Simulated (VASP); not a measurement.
**TiSi2: geometry relaxation (part 1 of 2)**

System: TiSi2 (Fddd, 6 atoms in the cell).
Method: Kohn-Sham DFT of a periodic cell, PBE, VASP PAW PBE potentials, minimal, no spin polarisation (VASP 6.6.1).

The structure derives from a Materials Project entry.

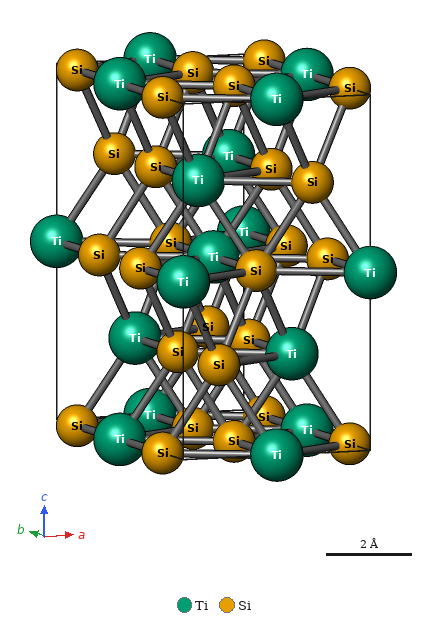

**Figure 1.** The starting structure (ball-and-stick view of the cell 4 times as large as that of the calculation, set on its symmetry axes, seen slightly off an axis).

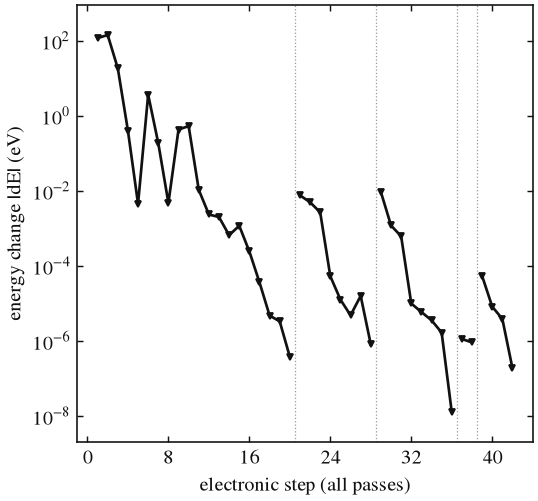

**Figure 2.** Convergence of the self-consistent field: energy change |dE| against the electronic step. Each stretch between dotted lines is the SCF of one geometry step of a relaxation. The 5 ionic steps take 2 to 20 electronic steps each. The density is held fixed in the first few steps, and dE rises again when its update begins.

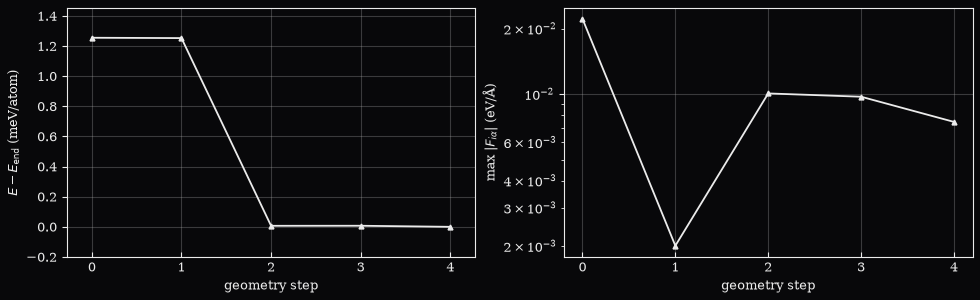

**Figure 3.** Progress of the relaxation, step by step (steps are counted from 0).

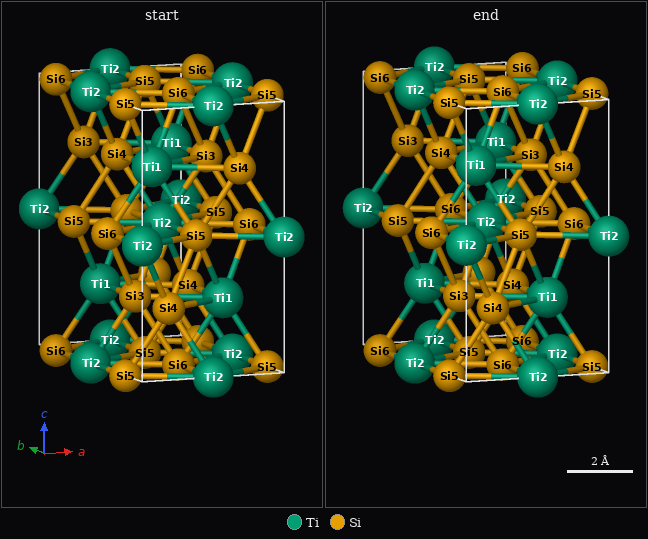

**Figure 4.** Before (left) and after (right) the relaxation, at one scale (ball-and-stick view of the cell 4 times as large as that of the calculation, set on its symmetry axes, seen slightly off an axis). The atoms keep their places relative to the cell (all moves are under 0.005 Å). The drawn cell changes as follows: a 4.779 → 4.802 Å (+0.5 %), b 8.235 → 8.239 Å (+0.1 %), c 8.526 → 8.580 Å (+0.6 %); the volume changes by +1.2 %. Distances before and after: Si3–Si6 2.521 → 2.535 Å, Ti1–Si5 2.547 → 2.561 Å, Ti1–Si3 2.739 → 2.750 Å. The space group stays Fddd (No. 70). Over 4 geometry steps the energy falls by 1.3 meV per atom. Largest force component: 0.022 eV/Å at the start, 0.0075 eV/Å at the end. (Atoms are counted from 1 in the order of the input.)

The input and output of the run follow.

INCAR:
```
SYSTEM = TiSi2
  PREC = Accurate
  ENCUT = 580
  EDIFF = 1E-6
  ISMEAR = -1
  SIGMA = 0.05
  LREAL = .FALSE.
  LASPH = .TRUE.
  NELM = 100
  ALGO = Fast
  ISIF = 3
  LWAVE = .FALSE.
  LCHARG = .FALSE.
  GGA = PE
  IBRION = 2
  NSW = 40
  EDIFFG = -0.01
```

KPOINTS:
```
regular mesh
0
G
  7 7 7
  0 0 0
```

POSCAR:
```
TiSi2
1.0
    0.0000000000      4.1175163063      4.2628978354
    2.3895119538      0.0000000000      4.2628978354
    2.3895119538      4.1175163063      0.0000000000
Ti Si
2 4
Direct
    0.7500000000      0.7500000000      0.7500000000
    0.5000000000      0.5000000000      0.5000000000
    0.4125656100      0.0874343900      0.4125656100
    0.0874343900      0.4125656100      0.0874343900
    0.1625656100      0.8374343900      0.1625656100
    0.8374343900      0.1625656100      0.8374343900
```

Launched with:
```bash
cat potpaw_PBE.64/Ti/POTCAR potpaw_PBE.64/Si/POTCAR > POTCAR
mpirun -np 1 vasp_std > vasp.out
```

OSZICAR:
```
N       E                     dE             d eps       ncg     rms          rms(c)
DAV:   1     0.117330814045E+03    0.11733E+03   -0.95881E+03  2048   0.144E+03
DAV:   2    -0.252007673468E+02   -0.14253E+03   -0.14091E+03  2064   0.261E+02
DAV:   3    -0.436616505929E+02   -0.18461E+02   -0.17958E+02  2944   0.833E+01
DAV:   4    -0.440642149807E+02   -0.40256E+00   -0.40210E+00  2688   0.137E+01
DAV:   5    -0.440687285118E+02   -0.45135E-02   -0.45125E-02  3016   0.157E+00    0.246E+01
RMM:   6    -0.404207143182E+02    0.36480E+01   -0.24942E+01  2058   0.392E+01    0.461E+00
RMM:   7    -0.406070433840E+02   -0.18633E+00   -0.44562E+00  2100   0.143E+01    0.574E+00
RMM:   8    -0.406118159890E+02   -0.47726E-02   -0.86739E-01  2048   0.422E+00    0.382E+00
RMM:   9    -0.410419883490E+02   -0.43017E+00   -0.51592E+00  2491   0.174E+01    0.704E+00
RMM:  10    -0.405094078415E+02    0.53258E+00   -0.24009E+00  2337   0.125E+01    0.570E-01
RMM:  11    -0.405200871898E+02   -0.10679E-01   -0.13400E-01  2049   0.177E+00    0.886E-01
RMM:  12    -0.405224411194E+02   -0.23539E-02   -0.21959E-02  2199   0.834E-01    0.722E-01
RMM:  13    -0.405244472650E+02   -0.20061E-02   -0.72872E-03  2048   0.729E-01    0.662E-01
RMM:  14    -0.405237889217E+02    0.65834E-03   -0.22123E-03  2067   0.391E-01    0.286E-01
RMM:  15    -0.405226111043E+02    0.11778E-02   -0.19995E-03  2049   0.340E-01    0.151E-01
RMM:  16    -0.405223679233E+02    0.24318E-03   -0.27638E-03  2193   0.261E-01    0.535E-02
RMM:  17    -0.405224045455E+02   -0.36622E-04   -0.36060E-04  2168   0.110E-01    0.670E-02
RMM:  18    -0.405223997722E+02    0.47733E-05   -0.19714E-04  2105   0.101E-01    0.220E-02
RMM:  19    -0.405224031047E+02   -0.33325E-05   -0.48271E-05  2294   0.418E-02    0.174E-02
RMM:  20    -0.405224027266E+02    0.37818E-06   -0.52842E-06  1596   0.135E-02
   1 F= -.40522403E+02 E0= -.40512225E+02  d E =-.405224E+02
       N       E                     dE             d eps       ncg     rms          rms(c)
DAV:   1    -0.405300166704E+02   -0.76136E-02   -0.53660E-01  2816   0.604E+00    0.125E+00
RMM:   2    -0.405250393230E+02    0.49773E-02   -0.72626E-03  2048   0.608E-01    0.752E-01
RMM:   3    -0.405223608127E+02    0.26785E-02   -0.47907E-03  2048   0.535E-01    0.102E-01
RMM:   4    -0.405224139055E+02   -0.53093E-04   -0.87737E-04  2083   0.271E-01    0.451E-02
RMM:   5    -0.405224265758E+02   -0.12670E-04   -0.24708E-04  2200   0.104E-01    0.424E-02
RMM:   6    -0.405224314223E+02   -0.48465E-05   -0.76425E-05  2057   0.715E-02    0.689E-02
RMM:   7    -0.405224155153E+02    0.15907E-04   -0.25256E-05  2048   0.465E-02    0.912E-03
RMM:   8    -0.405224163228E+02   -0.80750E-06   -0.84620E-06  2018   0.204E-02
   2 F= -.40522416E+02 E0= -.40511997E+02  d E =-.135962E-04
       N       E                     dE             d eps       ncg     rms          rms(c)
DAV:   1    -0.405316893856E+02   -0.92739E-02   -0.13764E-01  2624   0.307E+00    0.618E-01
RMM:   2    -0.405304928937E+02    0.11965E-02   -0.20655E-03  2048   0.320E-01    0.376E-01
RMM:   3    -0.405298763249E+02    0.61657E-03   -0.12446E-03  2048   0.291E-01    0.584E-02
RMM:   4    -0.405298863106E+02   -0.99857E-05   -0.24915E-04  2079   0.146E-01    0.226E-02
RMM:   5    -0.405298922259E+02   -0.59153E-05   -0.68748E-05  2172   0.528E-02    0.225E-02
RMM:   6    -0.405298957988E+02   -0.35729E-05   -0.19974E-05  2067   0.346E-02    0.337E-02
RMM:   7    -0.405298941181E+02    0.16808E-05   -0.61822E-06  2038   0.216E-02    0.509E-03
RMM:   8    -0.405298941053E+02    0.12728E-07   -0.19886E-06  1325   0.108E-02
   3 F= -.40529894E+02 E0= -.40519615E+02  d E =-.749138E-02
       N       E                     dE             d eps       ncg     rms          rms(c)
DAV:   1    -0.405298929847E+02    0.11334E-05   -0.56774E-05  2904   0.649E-02    0.813E-03
RMM:   2    -0.405298920668E+02    0.91789E-06   -0.52434E-07  1159   0.596E-03
   4 F= -.40529892E+02 E0= -.40519610E+02  d E =-.748934E-02
       N       E                     dE             d eps       ncg     rms          rms(c)
DAV:   1    -0.405299470385E+02   -0.54054E-04   -0.14025E-03  2544   0.228E-01    0.270E-02
RMM:   2    -0.405299388102E+02    0.82282E-05   -0.32750E-05  2048   0.471E-02    0.175E-02
RMM:   3    -0.405299349355E+02    0.38747E-05   -0.15228E-05  2055   0.292E-02    0.530E-03
RMM:   4    -0.405299351226E+02   -0.18714E-06   -0.35227E-06  1516   0.160E-02
   5 F= -.40529935E+02 E0= -.40519701E+02  d E =-.430558E-04
```

Parts of OUTCAR:
```
SYSTEM = TiSi2
   PREC = Accurate
   ENCUT = 580
   EDIFF = 1E-6
   ISMEAR = -1
   LREAL = .FALSE.
   LASPH = .TRUE.
   NELM = 100
   ISIF = 3
   GGA = PE
   IBRION = 2
   NSW = 40
   EDIFFG = -0.01

 ion  position               nearest neighbor table
   1  0.750  0.750  0.750-   6 2.55   5 2.55   6 2.55   5 2.55   3 2.74   3 2.74   4 2.74   4 2.74
                             3 2.78   4 2.78
   2  0.500  0.500  0.500-   4 2.55   3 2.55   4 2.55   3 2.55   5 2.74   5 2.74   6 2.74   6 2.74
                             5 2.78   6 2.78
   3  0.413  0.087  0.413-   6 2.52   6 2.52   2 2.55   2 2.55   4 2.68   1 2.74   1 2.74   1 2.78
                             4 2.79   4 2.79
   4  0.087  0.413  0.087-   5 2.52   5 2.52   2 2.55   2 2.55   3 2.68   1 2.74   1 2.74   1 2.78
                             3 2.79   3 2.79
   5  0.163  0.837  0.163-   4 2.52   4 2.52   1 2.55   1 2.55   6 2.68   2 2.74   2 2.74   2 2.78
                             6 2.79   6 2.79
   6  0.837  0.163  0.837-   3 2.52   3 2.52   1 2.55   1 2.55   5 2.68   2 2.74   2 2.74   2 2.78
                             5 2.79   5 2.79

  LATTYP: Found a face centered orthorhombic cell.
 ALAT       =     4.7790239076
 B/A-ratio  =     1.7231620456
 C/A-ratio  =     1.7840035613

  Lattice vectors:

 A1 = (   0.0000000000,   4.1175163063,   4.2628978354)
 A2 = (   2.3895119538,   0.0000000000,   4.2628978354)
 A3 = (   2.3895119538,   4.1175163063,   0.0000000000)

Analysis of symmetry for initial positions (statically):
=====================================================================
 Subroutine PRICEL returns:
 Original cell was already a primitive cell.

 Routine SETGRP: Setting up the symmetry group for a
 face centered orthorhombic supercell.

 Subroutine GETGRP returns: Found  8 space group operations
 (whereof  4 operations were pure point group operations)
 out of a pool of  8 trial point group operations.

The static configuration has the point symmetry D_2 .
 The point group associated with its full space group is D_2h.

Analysis of symmetry for dynamics (positions and initial velocities):
=====================================================================
 Subroutine PRICEL returns:
 Original cell was already a primitive cell.

 Routine SETGRP: Setting up the symmetry group for a
 face centered orthorhombic supercell.

 Subroutine GETGRP returns: Found  8 space group operations
 (whereof  4 operations were pure point group operations)
 out of a pool of  8 trial point group operations.

The dynamic configuration has the point symmetry D_2 .
 The point group associated with its full space group is D_2h.

 Subroutine INISYM returns: Found  8 space group operations
 (whereof  4 operations are pure point group operations),
 and found     1 'primitive' translations

----------------------------------------------------------------------------------------

                                     Primitive cell

  volume of cell :      83.8841

  direct lattice vectors                    reciprocal lattice vectors
     0.000000000  4.117516306  4.262897835    -0.209247750  0.121432427  0.117291106
     2.389511954  0.000000000  4.262897835     0.209247750 -0.121432427  0.117291106
     2.389511954  4.117516306  0.000000000     0.209247750  0.121432427 -0.117291106

  length of vectors
     5.926739280  4.886928006  4.760641544     0.268863643  0.268863643  0.268863643

  position of ions in fractional coordinates (direct lattice)
     0.750000000  0.750000000  0.750000000
     0.500000000  0.500000000  0.500000000
     0.412565610  0.087434390  0.412565610
     0.087434390  0.412565610  0.087434390
     0.162565610  0.837434390  0.162565610
     0.837434390  0.162565610  0.837434390

  ion indices of the primitive-cell ions
   primitive index   ion index
                 1           1
                 2           2
                 3           3
                 4           4
                 5           5
                 6           6

----------------------------------------------------------------------------------------

 KPOINTS: regular mesh

Automatic generation of k-mesh.
 Grid dimensions read from file:
 generate k-points for:    7    7    7

 Generating k-lattice:

  Cartesian coordinates                     Fractional coordinates (reciprocal lattice)
    -0.029892536  0.017347490  0.016755872     0.142857143  0.000000000  0.000000000
     0.029892536 -0.017347490  0.016755872     0.000000000  0.142857143 -0.000000000
     0.029892536  0.017347490 -0.016755872     0.000000000 -0.000000000  0.142857143

  Length of vectors
     0.038409092  0.038409092  0.038409092

  Shift w.r.t. Gamma in fractional coordinates (k-lattice)
     0.000000000  0.000000000  0.000000000

 Subroutine IBZKPT returns following result:
 ===========================================

 Found     64 irreducible k-points:

 Following reciprocal coordinates:
            Coordinates               Weight
  0.000000  0.000000  0.000000      1.000000
  0.142857  0.000000  0.000000      8.000000
  0.285714  0.000000  0.000000      8.000000
  0.428571  0.000000  0.000000      8.000000
  0.142857  0.142857  0.000000      2.000000
  0.285714  0.142857  0.000000      8.000000
  0.428571  0.142857  0.000000      8.000000
 -0.428571  0.142857 -0.000000      8.000000
 -0.285714  0.142857 -0.000000      8.000000
 -0.142857  0.142857  0.000000      4.000000
  0.285714  0.285714  0.000000      2.000000
  0.428571  0.285714 -0.000000      8.000000
 -0.428571  0.285714 -0.000000      8.000000
 -0.285714  0.285714 -0.000000      4.000000
  0.428571  0.428571  0.000000      2.000000
 -0.428571  0.428571 -0.000000      4.000000
  0.142857  0.000000  0.142857      2.000000
  0.285714  0.000000  0.142857      8.000000
  0.428571  0.000000  0.142857      8.000000
 -0.428571  0.000000  0.142857      8.000000
 -0.285714 -0.000000  0.142857      8.000000
 -0.142857  0.000000  0.142857      4.000000
  0.000000  0.142857  0.142857      2.000000
  0.285714  0.142857  0.142857      4.000000
 [... further k-points ...]
   k-points           NKPTS =     64   k-points in BZ     NKDIM =     64   number of bands    NBANDS=     16
   number of dos      NEDOS =    301   number of ions     NIONS =      6
   total plane-waves  NPLWV =  76800
   dimension x,y,z NGX =    48 NGY =   40 NGZ =   40
   dimension x,y,z NGXF=    96 NGYF=   80 NGZF=   80
   ions per type =               2   4
   NGX,Y,Z   is equivalent  to a cutoff of  13.46, 13.61, 13.97 a.u.
   NGXF,Y,Z  is equivalent  to a cutoff of  26.93, 27.21, 27.94 a.u.
 SYSTEM =  TiSi2
   PREC   = accura    normal or accurate (medium, high low for compatibility)
   ISTART =      0    job   : 0-new  1-cont  2-samecut
   ICHARG =      2    charge: 1-file 2-atom 10-const
   ISPIN  =      1    spin polarized calculation?
   LNONCOLLINEAR =      F non collinear calculations
   LSORBIT =      F    spin-orbit coupling
   LASPH  =      T    aspherical Exc in radial PAW
   ENCUT  =  580.0 eV  42.63 Ry    6.53 a.u.  11.64  9.60  9.35*2*pi/ulx,y,z
   NELM   =    100;   NELMIN=  2; NELMDL= -5     # of ELM steps
   EDIFF  = 0.1E-05   stopping-criterion for ELM
   LREAL  =      F    real-space projection
   EDIFFG = -.1E-01   stopping-criterion for IOM
   NSW    =     40    number of steps for IOM
   IBRION =      2    ionic relax: 0-MD 1-quasi-New 2-CG
   NFREE  =      1    steps in history (QN), initial steepest desc. (CG)
   ISIF   =      3    stress and relaxation
   ISYM   =      2    0-nonsym 1-usesym 2-fastsym
   POTIM  = 0.5000    time-step for ionic-motion
   TEBEG  =    0.0;   TEEND  =   0.0 temperature during run
   PSTRESS=    0.0 pullay stress
   NELECT =      24.0000    total number of electrons
   NUPDOWN=      -1.0000    fix difference up-down
   EMIN   =  10.00;   EMAX   =-10.00  energy-range for DOS
   EFERMI =   0.00;   METHOD = LEGACY
   ISMEAR =    -1;   SIGMA  =   0.05  broadening in eV -4-tet -1-fermi 0-gaus
   EFERMI_NEDOS =   21; number of points for ismear=-14 and -15
   IALGO  =     68    algorithm
   IMIX   =      4    mixing-type and parameters
     AMIX     =   0.40;   BMIX     =  1.00
     AMIX_MAG =   1.60;   BMIX_MAG =  1.00
  volume/ion in A,a.u.               =      13.98        94.35
  Fermi-wavevector in a.u.,A,eV,Ry     =   1.078745  2.038532 15.832972  1.163691
  Thomas-Fermi vector in A             =   2.214692
   LORBIT       =      0    0 simple, 1 ext, 2 COOP (PROOUT), +10 PAW based schemes
   GGA     = PE    functional components
   LHFCALC =     F    Hartree Fock is set to
   AEXX    =    0.0000 exact exchange contribution
   IVDW    =     0    specifies the selected vdW correction
   LEPSILON=     F    determine dielectric tensor
   LRPA    =     F    only Hartree local field effects (RPA)
 conjugate gradient relaxation of ions
 non-spin polarized calculation
 RMM-DIIS sequential band-by-band and
  energy-cutoff  :      580.00
  volume of cell :       83.88
 maximum number of plane-waves:      2681
   NGX = 23   NGY = 19   NGZ = 19

--------------------------------------- Ionic step        1  -------------------------------------------

 number of electron      24.0000000 magnetization

 Free energy of the ion-electron system (eV)
  ---------------------------------------------------
  ext. energy  EPLUGINS =         0.00000000
  ---------------------------------------------------
  free energy    TOTEN  =       -40.52240273 eV

  energy without entropy =      -40.50204629  energy(sigma->0) =      -40.51222451

------------------------ aborting loop because EDIFF is reached ----------------------------------------

  FORCE on cell =-STRESS in cart. coord.  units (eV):
  Direction    XX          YY          ZZ          XY          YZ          ZX
  --------------------------------------------------------------------------------------
  -------------------------------------------------------------------------------------
  Total        1.1116437      0.2848283      1.5741342      0.0000000      0.0000000      0.0000000
  in kB       21.2322843      5.4401930     30.0658087      0.0000000      0.0000000      0.0000000
  external PRESSURE =      18.9127620 kB  Pullay stress =       0.0000000 kB

 VOLUME and BASIS-vectors are now :
```
